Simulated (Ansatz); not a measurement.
Geometry relaxation of Cu2O (part 1 of 2)

System: Cu2O (Pn-3m, 6 atoms in the cell).
Method: DFT PBE+U, scalar-relativistic, plane waves, PAW, Ueff = 4 eV on Cu d, no spin polarisation (Ansatz 0.2.0).

The structure derives from an entry of the Crystallography Open Database.

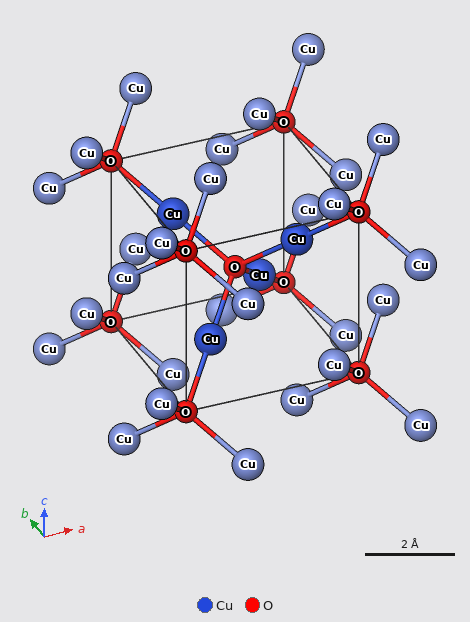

The starting structure (ball-and-stick view of the cell of the calculation, seen at an oblique angle; neighbours outside the cell are drawn fainter). An atom can appear more than once, as a periodic image. Near neighbours in the periodic cell (some may lie outside the picture): Cu has 2 O at 1.84 Å; O has 4 Cu at 1.84 Å.

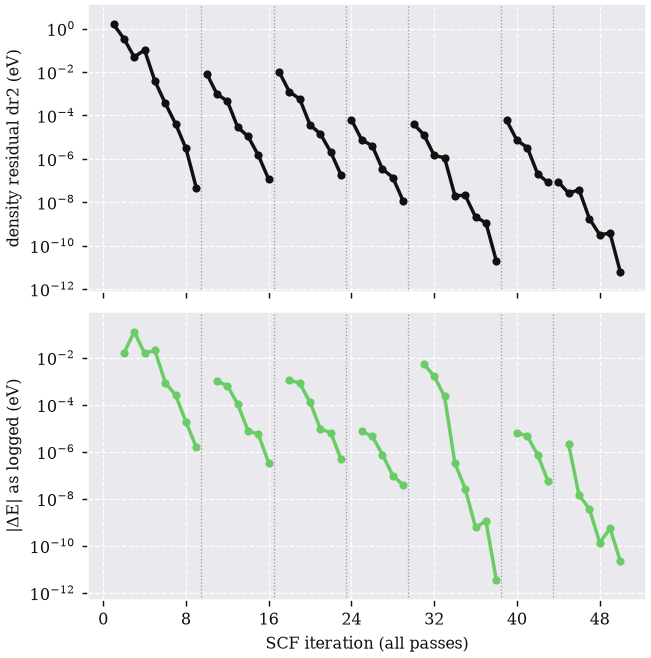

Convergence of the self-consistent field: density residual dr2 and size of the energy change against the SCF iteration. The dotted lines part the SCF passes of the relaxation: geometry steps, rejected trials and re-solves on a re-selected basis. The 7 passes take 5 to 9 iterations each, 50 in all.

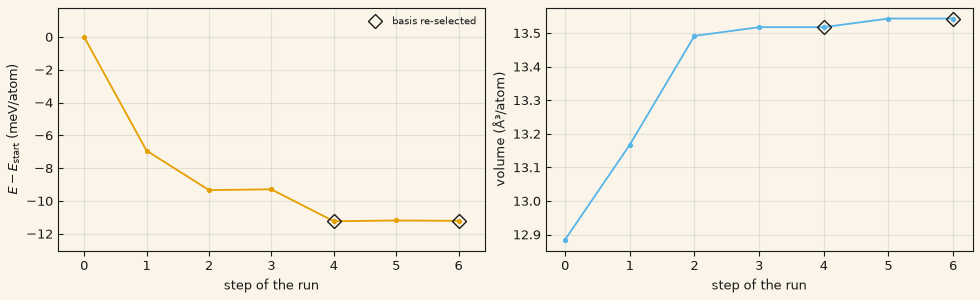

Progress of the relaxation, step by step (the first geometry is step 0 here and step 1 in the log).

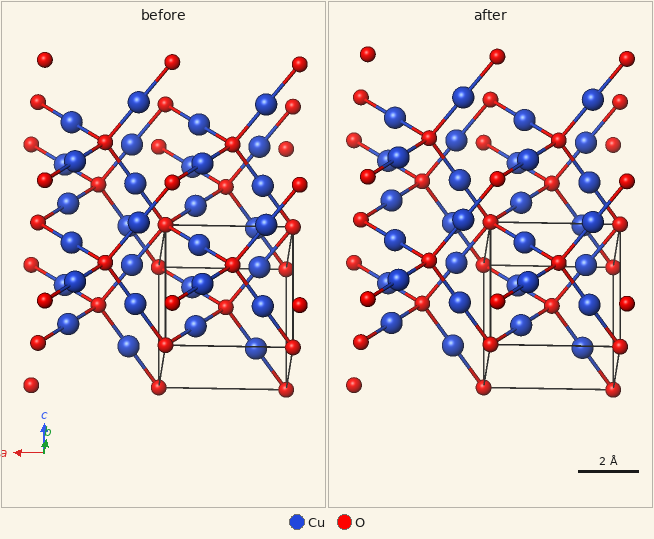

Before (left) and after (right) the relaxation, at one scale (ball-and-stick view of the cell of the calculation, repeated 2 × 2 × 2, seen at an oblique angle). Over 4 geometry steps the energy falls by 11.2 meV per atom. All forces vanish by symmetry, so only the cell relaxes. Pressure: 5.71 GPa at the start and 0.01 GPa at the end. The basis was re-selected once at an unchanged geometry, which shifts the energy a little without any move. No atom moves by more than 0.005 Å relative to the cell. The drawn cell changes as follows: a = b = c 4.260 → 4.331 Å (+1.7 %); the volume changes by +5.1 %. Distances before and after: Cu1–O5 1.845 → 1.876 Å. The space group stays Pn-3m (No. 224). The energy change given includes the shifts at the re-selections in mid-walk, which come without any move. A last SCF at the same geometry on a re-selected plane-wave basis shifts the energy by next to nothing (0.0 meV per atom). (Atoms are counted from 1 in the order of the input.)

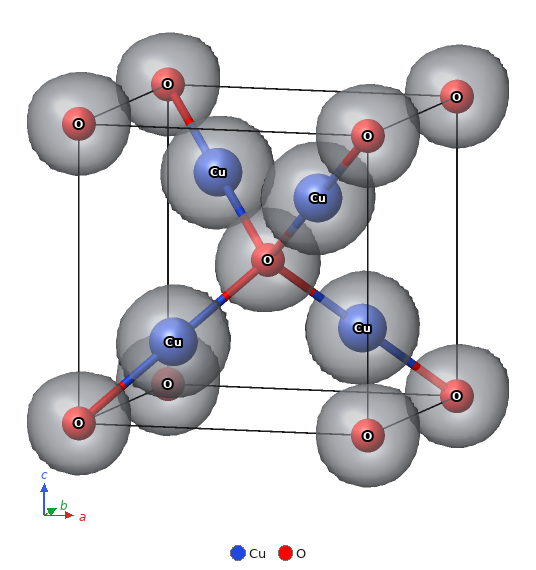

Isosurface of the valence charge density (pseudo) at 1 e/Å³ (grey), seen slightly off an axis. Sticks mark near contacts. The outline is the cell set on symmetry axes. At this value the density breaks into separate islands; it holds about 85 % of the electrons treated as valence (semicore included). It is pinched off along the Cu–O (1.88 Å) contacts. On the grid the lowest density along these lines, outside the cores, is 0.76 e/Å³ (Cu–O, 1.88 Å). Core electrons are frozen (PAW), so the fields are smoothed inside the atomic spheres.

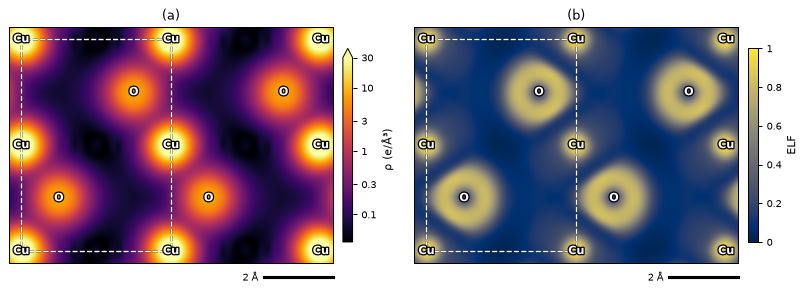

(a) valence pseudo-density; (b) electron localisation function on the (101̄) plane of the conventional cell. The section cuts through Cu and O sites. Cu–O (1.88 Å): ρ is about 0.76 e/Å³ halfway; the ELF is about 0.20 at the midpoint. Away from the nuclei the density in this plane falls to 0.04 e/Å³ at its lowest. The strong features right at Cu lie inside the PAW spheres (semicore, d or f shells) and say nothing about bonding.

The input and output of the run follow.

**Input**
```yaml
crystal:
  lattice:
    - [4.26, 0.0, 0.0]
    - [0.0, 4.26, 0.0]
    - [0.0, 0.0, 4.26]
  atoms:
    - { symbol: Cu, position: [0.25, 0.25, 0.25] }
    - { symbol: Cu, position: [0.25, 0.75, 0.75] }
    - { symbol: Cu, position: [0.75, 0.75, 0.25] }
    - { symbol: Cu, position: [0.75, 0.25, 0.75] }
    - { symbol: O, position: [0.0, 0.0, 0.0] }
    - { symbol: O, position: [0.5, 0.5, 0.5] }
basis:
  ecutwfc: 420
kpoints:
  mp_grid: { grid: [6, 6, 6] }
hamiltonian:
  xc: pbe
  hubbard: { sites: [{ species: Cu, l: d, u_eff: 4.0 }] }
scf:
  occupations: { method: gaussian, width: 0.02 }
output:
  forces: true
  stress: true
  eigenvalues: true
  write_density: true
  write_potential: true
  elf: true
  volumetric_format: npy
relax:
  adjacent_minimum: "off"
  f_tol: 0.005
  max_steps: 80
  cell: { stress_tol: 0.05 }
```

Run as:
```bash
ansatz run input.yaml --threads 2 --pin off --max-ram 5120MiB --backend cpu --events-out ev --progress --plain --runs-dir out
```

**What the program printed**
```
Cu: projections on atomic orbitals take those of the free atom [Ne] 3s2 3p6 3d10 4s1, of charge +0.00 (hamiltonian.pseudopotentials.projection_atoms); the dataset's partial waves leave at most 2.0e-6 of an orbital's norm unspanned inside its sphere
O: projections on atomic orbitals take those of the free atom [He] 2s2 2p4, of charge +0.00 (hamiltonian.pseudopotentials.projection_atoms); the dataset's partial waves leave at most 1.9e-8 of an orbital's norm unspanned inside its sphere
Engine: ansatz 0.2.0, x86_64-unknown-linux-gnu
Pseudopotentials: kind: paw
Pseudopotential: Cu, paw, valence charge 19, recommended cutoff 420 eV (normal), Cu.paw.azcp
Pseudopotential: O, paw, valence charge 6, recommended cutoff 420 eV (normal), O.paw.azcp
Functional definition: PBE
  parameter kappa = 0.804
  parameter beta = 0.06672455060314922
  exchange = pbe_x(kappa = kappa, mu = beta*pi^2/3)
  correlation = pbe_c(beta = beta)
Crystal: 6 atoms, lattice volume = 77.309 Å³
Basis set: ecut = 420 eV, 1503 PW (Γ), exchange–correlation on 60×60×60 points (8 copies of the dense FFT grid, shifted against one another)
Bands: 53, of which v1, the nominal top of the filled ones, is band 44 counted from 1 (43 counted from 0)
Symmetry: 48 space group operations
Space group: Pn-3m (ITA 224), of the structure as read, at distance tolerance 4.3e-5 Å
k-points: 20 of 216
Non-local potential: Cu, projectors of the file, l = 0: 3, l = 1: 2, l = 2: 3, l = 3: 1
Non-local potential: O, projectors of the file, l = 0: 2, l = 1: 2, l = 2: 1
PAW form: soft (Blöchl's): semilocal exchange-correlation on the pseudo side does not see the compensation charge
PAW one-centre angular grid: Cu, 590 points (default); XC on 64 Gauss nodes
PAW one-centre angular grid: O, 110 points (default); XC on 64 Gauss nodes
Initial density: superposition of atomic densities (chi_scale 0.1, normalization cell, long waves of neutral atoms under a Hubbard term (reshape's long-wave potential 0.00 eV rms, cloud 1.98 Å wide))
Initial wavefunctions: pseudopotential atomic-orbital guess
Functional: x = pbe(κ = 0.804, μ = 0.2195149727645171), c = pbe(β = 0.06672455060314922)
iter 1 solved again at ethr=1.79e-3 eV; its pass at ethr=3.10e-3 eV (dr2=1.57e0 eV) is discarded
SCF iter   1: F=—  HF=-27630.684484 eV  |F-HF|=—  |Δ(HF+E_count)|=         —  Δρ=5.74e-2  dr2=1.59e0  ethr=1.79e-3  ⟨swp⟩=1.1  Hψ=4649  notcnv=0
preconditioner: auto → Resta (q_TF=auto, 2.788 Å⁻¹)  ε∞=9.1  [insulator: Δε(μ)=0.699 eV  Ē_g=11.124 eV  σ=0.020 eV  W_gap=1.00  n_scr=26 (ndim 8)  ℏωp=31.6 eV  f_vac=0.004  D(μ)=0.00/eV (n_scr^D=0)  ε∞_Penn≈9.1]
SCF iter   2: F=—  HF=-27630.669156 eV  |F-HF|=—  |Δ(HF+E_count)|=   1.53e-2  Δρ=3.39e-2  dr2=3.50e-1  ethr=1.79e-3  ⟨swp⟩=2.3  Hψ=1806  notcnv=0
SCF iter   3: F=—  HF=-27630.797039 eV  |F-HF|=—  |Δ(HF+E_count)|=   1.28e-1  Δρ=1.19e-2  dr2=4.96e-2  ethr=3.98e-4  ⟨swp⟩=2.5  Hψ=1900  notcnv=0  defer=62
SCF iter   4: F=—  HF=-27630.812565 eV  |F-HF|=—  |Δ(HF+E_count)|=   1.55e-2  Δρ=1.54e-2  dr2=1.04e-1  ethr=5.64e-5  ⟨swp⟩=2.9  Hψ=2058  notcnv=0  defer=62
SCF iter   5: F=—  HF=-27630.792003 eV  |F-HF|=—  |Δ(HF+E_count)|=   2.06e-2  Δρ=2.26e-3  dr2=3.87e-3  ethr=5.64e-5  ⟨swp⟩=2.0  Hψ=1743  notcnv=0  defer=62
SCF iter   6: F=—  HF=-27630.792888 eV  |F-HF|=—  |Δ(HF+E_count)|=   8.85e-4  Δρ=7.96e-4  dr2=3.67e-4  ethr=4.40e-6  ⟨swp⟩=2.0  Hψ=1624  notcnv=0  defer=62
SCF iter   7: F=—  HF=-27630.793145 eV  |F-HF|=—  |Δ(HF+E_count)|=   2.57e-4  Δρ=2.01e-4  dr2=4.11e-5  ethr=4.17e-7  ⟨swp⟩=2.0  Hψ=1520  notcnv=0  defer=62
SCF iter   8: F=—  HF=-27630.793164 eV  |F-HF|=—  |Δ(HF+E_count)|=   1.91e-5  Δρ=7.44e-5  dr2=3.06e-6  ethr=4.67e-8  ⟨swp⟩=2.0  Hψ=1427  notcnv=0  defer=62
SCF iter   9: F=-27630.793165 eV  HF=-27630.793165 eV  |F-HF|=2.89e-8  |Δ(HF+E_count)|=   1.56e-6  Δρ=7.85e-6  dr2=4.67e-8  ethr=1.14e-10  ⟨swp⟩=10.4  Hψ=7450  notcnv=0
SCF 1 converged in 9 iterations: F = -27630.793165 eV  dr2 = 4.67e-8
  greatest PAW one-centre occupation: 1.000 electrons in one spin orbital (limit 2), on the Cu atom at site 3 (counted from 0), in its partial waves of l = 0
relax step   1: F+E_penalty+E_count = -27630.79316525 eV  Δ(F+E_penalty+E_count) = +0.000e0 eV  max|allowed force component| = 2.698e-18 eV/Å  Δτ_max = 0.0000 Å  P = +5.714 GPa  Ω = 77.309 Å³  (9 SCF iters, dr2 threshold 1.00e-7 eV, accepted)
Crystal: 6 atoms, lattice volume = 79.003 Å³
Basis set: ecut = 420 eV, 1551 PW (Γ), exchange–correlation on 60×60×60 points (8 copies of the dense FFT grid, shifted against one another)
Initial density: handed on by an earlier stage of this run
Initial wavefunctions: those handed on with the density
iter 1 solved again at ethr=9.60e-6 eV; its pass at ethr=3.10e-3 eV (dr2=8.45e-3 eV) is discarded
SCF iter   1: F=—  HF=-27630.836487 eV  |F-HF|=—  |Δ(HF+E_count)|=         —  Δρ=4.23e-3  dr2=8.58e-3  ethr=9.60e-6  ⟨swp⟩=2.1  Hψ=4267  notcnv=0
preconditioner: auto → Resta (q_TF=auto, 2.778 Å⁻¹)  ε∞=9.2  [insulator: Δε(μ)=0.743 eV  Ē_g=10.933 eV  σ=0.020 eV  W_gap=1.00  n_scr=26 (ndim 8)  ℏωp=31.3 eV  f_vac=0.025  D(μ)=0.00/eV (n_scr^D=0)  ε∞_Penn≈9.2]
SCF iter   2: F=—  HF=-27630.835487 eV  |F-HF|=—  |Δ(HF+E_count)|=   1.00e-3  Δρ=1.59e-3  dr2=9.74e-4  ethr=9.60e-6  ⟨swp⟩=2.0  Hψ=1731  notcnv=0
SCF iter   3: F=—  HF=-27630.834832 eV  |F-HF|=—  |Δ(HF+E_count)|=   6.56e-4  Δρ=8.78e-4  dr2=4.62e-4  ethr=1.11e-6  ⟨swp⟩=2.0  Hψ=2101  notcnv=0
SCF iter   4: F=—  HF=-27630.834725 eV  |F-HF|=—  |Δ(HF+E_count)|=   1.07e-4  Δρ=2.16e-4  dr2=2.90e-5  ethr=5.26e-7  ⟨swp⟩=2.4  Hψ=1415  notcnv=0
SCF iter   5: F=—  HF=-27630.834733 eV  |F-HF|=—  |Δ(HF+E_count)|=   7.94e-6  Δρ=1.39e-4  dr2=1.10e-5  ethr=3.29e-8  ⟨swp⟩=2.0  Hψ=1618  notcnv=0
SCF iter   6: F=—  HF=-27630.834738 eV  |F-HF|=—  |Δ(HF+E_count)|=   5.54e-6  Δρ=3.68e-5  dr2=1.46e-6  ethr=1.25e-8  ⟨swp⟩=2.0  Hψ=1466  notcnv=0
SCF iter   7: F=-27630.834738 eV  HF=-27630.834738 eV  |F-HF|=1.61e-8  |Δ(HF+E_count)|=   3.35e-7  Δρ=1.06e-5  dr2=1.15e-7  ethr=6.82e-10  ⟨swp⟩=8.3  Hψ=6856  notcnv=0
SCF 2 converged in 7 iterations: F = -27630.834738 eV  dr2 = 1.15e-7
  greatest PAW one-centre occupation: 1.000 electrons in one spin orbital (limit 2), on the Cu atom at site 0 (counted from 0), in its partial waves of l = 0
relax step   2: F+E_penalty+E_count = -27630.83473847 eV  Δ(F+E_penalty+E_count) = -4.157e-2 eV  max|allowed force component| = 2.660e-17 eV/Å  Δτ_max = 0.0000 Å  P = +2.990 GPa  Ω = 79.003 Å³  energy of the carried Pulay correction = -4.185e-3 eV  (7 SCF iters, dr2 threshold 6.00e-7 eV, accepted)
Crystal: 6 atoms, lattice volume = 80.950 Å³
Basis set: ecut = 420 eV, 1575 PW (Γ), exchange–correlation on 60×60×60 points (8 copies of the dense FFT grid, shifted against one another)
iter 1 solved again at ethr=1.16e-5 eV; its pass at ethr=3.10e-3 eV (dr2=1.02e-2 eV) is discarded
SCF iter   1: F=—  HF=-27630.851243 eV  |F-HF|=—  |Δ(HF+E_count)|=         —  Δρ=4.62e-3  dr2=1.04e-2  ethr=1.16e-5  ⟨swp⟩=2.2  Hψ=4260  notcnv=0
preconditioner: auto → Resta (q_TF=auto, 2.767 Å⁻¹)  ε∞=9.2  [insulator: Δε(μ)=0.689 eV  Ē_g=10.770 eV  σ=0.020 eV  W_gap=1.00  n_scr=26 (ndim 8)  ℏωp=30.9 eV  f_vac=0.029  D(μ)=0.00/eV (n_scr^D=0)  ε∞_Penn≈9.2]
SCF iter   2: F=—  HF=-27630.850091 eV  |F-HF|=—  |Δ(HF+E_count)|=   1.15e-3  Δρ=1.75e-3  dr2=1.24e-3  ethr=1.16e-5  ⟨swp⟩=2.0  Hψ=1731  notcnv=0
SCF iter   3: F=—  HF=-27630.849270 eV  |F-HF|=—  |Δ(HF+E_count)|=   8.22e-4  Δρ=9.69e-4  dr2=5.78e-4  ethr=1.41e-6  ⟨swp⟩=2.0  Hψ=2049  notcnv=0
SCF iter   4: F=—  HF=-27630.849142 eV  |F-HF|=—  |Δ(HF+E_count)|=   1.27e-4  Δρ=2.39e-4  dr2=3.65e-5  ethr=6.57e-7  ⟨swp⟩=2.4  Hψ=1392  notcnv=0
SCF iter   5: F=—  HF=-27630.849152 eV  |F-HF|=—  |Δ(HF+E_count)|=   9.34e-6  Δρ=1.52e-4  dr2=1.42e-5  ethr=4.15e-8  ⟨swp⟩=2.0  Hψ=1620  notcnv=0
SCF iter   6: F=—  HF=-27630.849158 eV  |F-HF|=—  |Δ(HF+E_count)|=   6.55e-6  Δρ=4.25e-5  dr2=2.05e-6  ethr=1.62e-8  ⟨swp⟩=2.1  Hψ=1463  notcnv=0
SCF iter   7: F=-27630.849159 eV  HF=-27630.849159 eV  |F-HF|=2.23e-8  |Δ(HF+E_count)|=   4.72e-7  Δρ=1.29e-5  dr2=1.78e-7  ethr=6.82e-10  ⟨swp⟩=8.8  Hψ=7252  notcnv=0
SCF 3 converged in 7 iterations: F = -27630.849159 eV  dr2 = 1.78e-7
relax step   3: F+E_penalty+E_count = -27630.84915882 eV  Δ(F+E_penalty+E_count) = -1.442e-2 eV  max|allowed force component| = 1.619e-17 eV/Å  Δτ_max = 0.0000 Å  P = +0.216 GPa  Ω = 80.950 Å³  energy of the carried Pulay correction = -8.882e-3 eV  (7 SCF iters, dr2 threshold 6.00e-7 eV, accepted)
Crystal: 6 atoms, lattice volume = 81.106 Å³
iter 1 solved again at ethr=7.66e-8 eV; its pass at ethr=3.10e-3 eV (dr2=6.74e-5 eV) is discarded
SCF iter   1: F=—  HF=-27630.848910 eV  |F-HF|=—  |Δ(HF+E_count)|=         —  Δρ=3.61e-4  dr2=6.39e-5  ethr=7.66e-8  ⟨swp⟩=2.0  Hψ=4153  notcnv=0
preconditioner: auto → Resta (q_TF=auto, 2.766 Å⁻¹)  ε∞=9.3  [insulator: Δε(μ)=0.683 eV  Ē_g=10.735 eV  σ=0.020 eV  W_gap=1.00  n_scr=26 (ndim 8)  ℏωp=30.9 eV  f_vac=0.028  D(μ)=0.00/eV (n_scr^D=0)  ε∞_Penn≈9.3]
SCF iter   2: F=—  HF=-27630.848903 eV  |F-HF|=—  |Δ(HF+E_count)|=   7.36e-6  Δρ=1.32e-4  dr2=7.47e-6  ethr=7.26e-8  ⟨swp⟩=2.0  Hψ=1541  notcnv=0
SCF iter   3: F=—  HF=-27630.848898 eV  |F-HF|=—  |Δ(HF+E_count)|=   4.66e-6  Δρ=7.97e-5  dr2=4.08e-6  ethr=8.49e-9  ⟨swp⟩=2.0  Hψ=1877  notcnv=0
SCF iter   4: F=—  HF=-27630.848897 eV  |F-HF|=—  |Δ(HF+E_count)|=   7.64e-7  Δρ=2.19e-5  dr2=3.38e-7  ethr=4.64e-9  ⟨swp⟩=2.5  Hψ=1433  notcnv=0
SCF iter   5: F=—  HF=-27630.848897 eV  |F-HF|=—  |Δ(HF+E_count)|=   9.68e-8  Δρ=1.34e-5  dr2=1.39e-7  ethr=1.33e-10  ⟨swp⟩=7.5  Hψ=6448  notcnv=0
SCF iter   6: F=-27630.848897 eV  HF=-27630.848897 eV  |F-HF|=1.77e-9  |Δ(HF+E_count)|=   3.91e-8  Δρ=3.86e-6  dr2=1.15e-8  ethr=1.33e-10  ⟨swp⟩=7.5  Hψ=6400  notcnv=0
SCF 4 converged in 6 iterations: F = -27630.848897 eV  dr2 = 1.15e-8
relax step   4: F+E_penalty+E_count = -27630.84889725 eV  Δ(F+E_penalty+E_count) = +2.616e-4 eV  max|allowed force component| = 1.503e-17 eV/Å  Δτ_max = 0.0000 Å  P = +0.009 GPa  Ω = 81.106 Å³  energy of the carried Pulay correction = -9.252e-3 eV  (6 SCF iters, dr2 threshold 1.17e-7 eV, accepted)
Initial wavefunctions: pseudopotential atomic-orbital guess (no wavefunctions were taken with the density)
iter 1 solved again at ethr=2.63e-7 eV; its pass at ethr=3.10e-3 eV (dr2=2.32e-4 eV) is discarded
```
